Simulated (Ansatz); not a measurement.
**Two runs on GaN**

System: GaN (I-4m2, 2 atoms in the cell).
Method of run 1: DFT, r2SCAN, plane waves, PAW, no spin polarisation (Ansatz 0.2.0).

The structure was built on a prototype by a generator. The geometry comes from this level: r2SCAN (a point of a series of strains). Text and figures count atoms from 1; the logs count them from 0 in places.

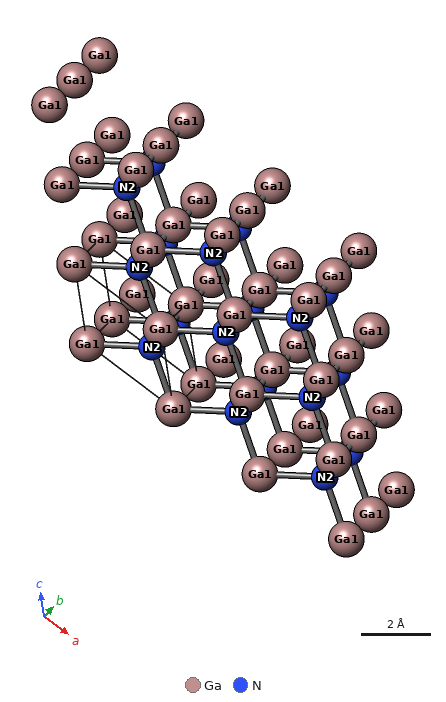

Fig. 1: The input geometry (ball-and-stick view of the reduced cell, repeated 3 × 2 × 3, seen slightly off an axis; atoms are numbered from 1 in the order of the input). Near neighbours in the crystal (not all of them lie inside the picture): Ga has 4 N at 1.96 Å; N has 4 Ga at 1.96 Å.

**The input, run 1**
```yaml
crystal:
  lattice:
    - [0.0, 2.2489525415, 2.2489525415]
    - [2.2763897625, 0.0, 2.2489525415]
    - [2.2763897625, 2.2489525415, 0.0]
  atoms:
    - { symbol: Ga, position: [0.0, 0.0, 0.0] }
    - { symbol: "N", position: [0.25, 0.25, 0.25] }
kpoints:
  mp_grid: { grid: [10, 10, 10] }
  band_path:
    path:
      - [0.0, 0.0, 0.0]
      - [-0.5, -0.5, 0.0]
      - [-0.375, -0.375, 0.25]
      - [-0.375, 0.0, 0.375]
      - [0.0, 0.0, 0.5]
      - [-0.5, -0.25, 0.25]
    npoints: 1
hamiltonian:
  xc: r2scan
scf:
  occupations: { method: fixed }
  n_extra_bands: 4
output:
  forces: true
  stress: true
  eigenvalues: true
```

Command:
```bash
ansatz run input.yaml --threads 4 --pin off --max-ram 3686MiB --backend cpu --events-out ev --progress --plain --runs-dir out
```

Hardware: 4 threads of an Arm (aarch64) CPU, shared host.

**Output, shortened to warnings, some set-up lines, iterations and results (run 1)**
```
Basis set: ecut = 500 eV, 577 PW (Γ), exchange–correlation on 96×96×96 points (64 copies of the dense FFT grid, shifted against one another)
Symmetry: 8 space group operations
k-points: 102 of 1000 (time reversal used)
Initial density: superposition of atomic densities (neutral atoms: chi_scale 0, normalization atom), corrected by the library's trained network
[...]
SCF iter   1: F=—  HF=-4176.339446 eV  |F-HF|=—  |Δ(HF+E_count)|=         —  Δρ=1.23e-2  dr2=1.33e-2  dr2_τ=9.15e-2  ethr=1.77e-3  ⟨swp⟩=4.4  Hψ=6088  notcnv=0  defer=137
SCF iter   2: F=—  HF=-4176.369952 eV  |F-HF|=—  |Δ(HF+E_count)|=   3.05e-2  Δρ=4.52e-3  dr2=2.94e-3  dr2_τ=1.07e-4  ethr=7.39e-5  ⟨swp⟩=2.2  Hψ=3285  notcnv=0  defer=202
SCF iter   3: F=—  HF=-4176.370034 eV  |F-HF|=—  |Δ(HF+E_count)|=   8.23e-5  Δρ=3.14e-3  dr2=7.42e-4  dr2_τ=6.30e-5  ethr=1.63e-5  ⟨swp⟩=2.1  Hψ=2353  notcnv=0  defer=203
SCF iter   4: F=—  HF=-4176.370128 eV  |F-HF|=—  |Δ(HF+E_count)|=   9.45e-5  Δρ=7.63e-4  dr2=1.05e-4  dr2_τ=3.15e-5  ethr=4.12e-6  ⟨swp⟩=3.0  Hψ=2451  notcnv=0  defer=203
SCF iter   5: F=—  HF=-4176.370117 eV  |F-HF|=—  |Δ(HF+E_count)|=   1.10e-5  Δρ=1.44e-4  dr2=4.58e-6  dr2_τ=2.51e-7  ethr=5.82e-7  ⟨swp⟩=2.1  Hψ=1769  notcnv=0  defer=31
SCF iter   6: F=—  HF=-4176.370117 eV  |F-HF|=—  |Δ(HF+E_count)|=   2.88e-7  Δρ=9.82e-5  dr2=2.16e-6  dr2_τ=1.20e-7  ethr=2.55e-8  ⟨swp⟩=2.0  Hψ=1959  notcnv=0
SCF iter   7: F=—  HF=-4176.370117 eV  |F-HF|=—  |Δ(HF+E_count)|=   2.96e-7  Δρ=4.66e-5  dr2=4.90e-7  dr2_τ=5.11e-9  ethr=1.20e-8  ⟨swp⟩=1.0  Hψ=1326  notcnv=0
SCF iter   8: F=-4176.370117 eV  HF=-4176.370117 eV  |F-HF|=1.38e-8  |Δ(HF+E_count)|=   8.89e-8  Δρ=9.62e-6  dr2=2.20e-8  dr2_τ=1.75e-10  ethr=5.56e-10  ⟨swp⟩=3.9  Hψ=6205  …
SCF 1 converged in 8 iterations: F = -4176.370117 eV  dr2 = 2.20e-8
NSCF: frozen V_eff on 6 k-points
SCF converged after 8 iterations
Free energy (F): -4176.370117 eV
Harris-Foulkes:  -4176.370117 eV  (|F-HF|=1.38e-8)
Internal energy: -4176.370117 eV  (E = F + TS)
E sigma→0 (E₀):  -4176.370117 eV
Fermi energy:    9.301483 eV
--- Per-component energies (eV) ---
  E_band       = -17.987132
  E_kinetic    = 246.560280
  E_local      = -1957.925042  (includes V_loc(G=0)·N_el)
  E_nonlocal   = 476.337236
  E_hartree    = 902.419879
  E_xc         = -121.575274
  E_vxc        = -143.369349  (∫ρ·V_xc dr)
  E_paw        = -2137.251869  (= ΣΔE_a)
  E_vpaw       = -452.271203  (= ΣTr[D̂ρ^β])
  E_aug_tail   = -0.000022  (compensation charges beyond the density's cutoff)
  E_vtau       = 7.842887  (kinetic-family band-sum trace: ∫τ·v_τ [+ j·A + Jᵃ·Aᵃ] dr)
  E_ewald      = -1584.252670
  E_core_change = -0.682634  (= ΣΔE_core)
  E_smearing   = -0.000000  (= −TS)
  E_closure    = 0.000000  (closes the sum)
  Σ components = -4176.370117   (vs F -4176.370117, Δ=0.00e0)
--- Forces (eV/Å), atoms counted from 1 ---
  atom   1  Ga     0.00000000     0.00000000     0.00000000
  atom   2  N      0.00000000     0.00000000    -0.00000000
  max |Σ_I F_I| component: 0.00e0 eV/Å
--- Stress (GPa, compression-positive) ---
       -3.438519       0.000000       0.000000
        0.000000      -1.783355       0.000000
        0.000000       0.000000      -1.783355
  P = ⅓ Tr σ = -2.3351 GPa (-23.351 kbar)
```

The input of run 2 differs as follows (lines with − go, lines with + come):
```diff
-  xc: r2scan
+  xc: pbe
-  occupations: { method: fixed }
+  occupations: { method: fermi_dirac, width: 0.02 }
```

What does this change do to the results?

The total energies belong to different methods, so their difference says nothing on which is more stable or more accurate. The gap on the mesh goes from 2.07 to 1.66 eV. The pressure goes from −2.34 to 3.86 GPa. The functional changes from r2SCAN to PBE. The SCF takes 6 iterations against 8. The default cutoff goes from 500 to 420 eV with the change. The plane waves at Γ go from 577 to 459.

**Output, shortened to warnings, some set-up lines, iterations and results (run 2)**
```
Basis set: ecut = 420 eV, 459 PW (Γ), exchange–correlation on 48×48×48 points (8 copies of the dense FFT grid, shifted against one another)
Symmetry: 8 space group operations
k-points: 102 of 1000 (time reversal used)
Initial density: superposition of atomic densities (neutral atoms: chi_scale 0, normalization atom), corrected by the library's trained network
[...]
SCF iter   1: F=—  HF=-4167.900863 eV  |F-HF|=—  |Δ(HF+E_count)|=         —  Δρ=6.29e-4  dr2=3.31e-5  ethr=1.77e-3  ⟨swp⟩=5.0  Hψ=7108  notcnv=0
SCF iter   2: F=—  HF=-4167.901151 eV  |F-HF|=—  |Δ(HF+E_count)|=   2.88e-4  Δρ=3.45e-4  dr2=1.01e-5  ethr=1.84e-7  ⟨swp⟩=2.8  Hψ=3237  notcnv=0
SCF iter   3: F=—  HF=-4167.901195 eV  |F-HF|=—  |Δ(HF+E_count)|=   4.39e-5  Δρ=1.16e-4  dr2=1.12e-6  ethr=5.59e-8  ⟨swp⟩=2.0  Hψ=2193  notcnv=0
SCF iter   4: F=—  HF=-4167.901200 eV  |F-HF|=—  |Δ(HF+E_count)|=   5.18e-6  Δρ=2.45e-5  dr2=9.33e-8  ethr=6.22e-9  ⟨swp⟩=2.0  Hψ=2244  notcnv=0
SCF iter   5: F=-4167.901200 eV  HF=-4167.901200 eV  |F-HF|=1.16e-8  |Δ(HF+E_count)|=   1.72e-8  Δρ=1.05e-5  dr2=9.58e-9  ethr=5.18e-10  ⟨swp⟩=2.0  Hψ=2244  notcnv=0
SCF iter   6: F=-4167.901200 eV  HF=-4167.901200 eV  |F-HF|=1.22e-10  |Δ(HF+E_count)|=   1.39e-8  Δρ=2.02e-6  dr2=3.70e-10  ethr=5.32e-11  ⟨swp⟩=1.3  Hψ=4104  notcnv=0
SCF 1 converged in 6 iterations: F = -4167.901200 eV  dr2 = 3.70e-10
NSCF: frozen V_eff on 6 k-points
SCF converged after 6 iterations
Free energy (F): -4167.901200 eV
Harris-Foulkes:  -4167.901200 eV  (|F-HF|=1.22e-10)
Internal energy: -4167.901200 eV  (E = F + TS)
E sigma→0 (E₀):  -4167.901200 eV
Fermi energy:    10.413774 eV
--- Per-component energies (eV) ---
  E_band       = -7.120004
  E_kinetic    = 246.874869
  E_local      = -1954.646944  (includes V_loc(G=0)·N_el)
  E_nonlocal   = 474.291541
  E_hartree    = 898.825742
  E_xc         = -128.726322
  E_vxc        = -134.038953  (∫ρ·V_xc dr)
  E_paw        = -2120.267501  (= ΣΔE_a)
  E_vpaw       = -437.251358  (= ΣTr[D̂ρ^β])
  E_aug_tail   = 0.000086  (compensation charges beyond the density's cutoff)
  E_ewald      = -1584.252670
  E_smearing   = -0.000000  (= −TS)
  E_closure    = -0.000000  (closes the sum)
  Σ components = -4167.901200   (vs F -4167.901200, Δ=0.00e0)
--- Forces (eV/Å), atoms counted from 1 ---
  atom   1  Ga     0.00000000     0.00000000     0.00000000
  atom   2  N      0.00000000     0.00000000    -0.00000000
  max |Σ_I F_I| component: 0.00e0 eV/Å
--- Stress (GPa, compression-positive) ---
        2.852889       0.000000       0.000000
        0.000000       4.359759      -0.000000
        0.000000      -0.000000       4.359759
  P = ⅓ Tr σ = 3.8575 GPa (38.575 kbar)
```

**The two runs side by side**

| quantity | run 1 | run 2 |
| --- | --- | --- |
| outcome | converged | converged |
| free energy per atom (eV) | −2088.1851 | −2083.9506 |
| gap on the mesh (eV) | 2.07 | 1.66 |
| pressure (GPa) | −2.34 | 3.86 |
| largest force (eV/Å) | 0.000 | 0.000 |
| SCF iterations | 8 | 6 |
| irreducible k-points | 102 | 102 |
| plane waves at Γ | 577 | 459 |
| wall time (shared host) | 3 s | 1.4 s |
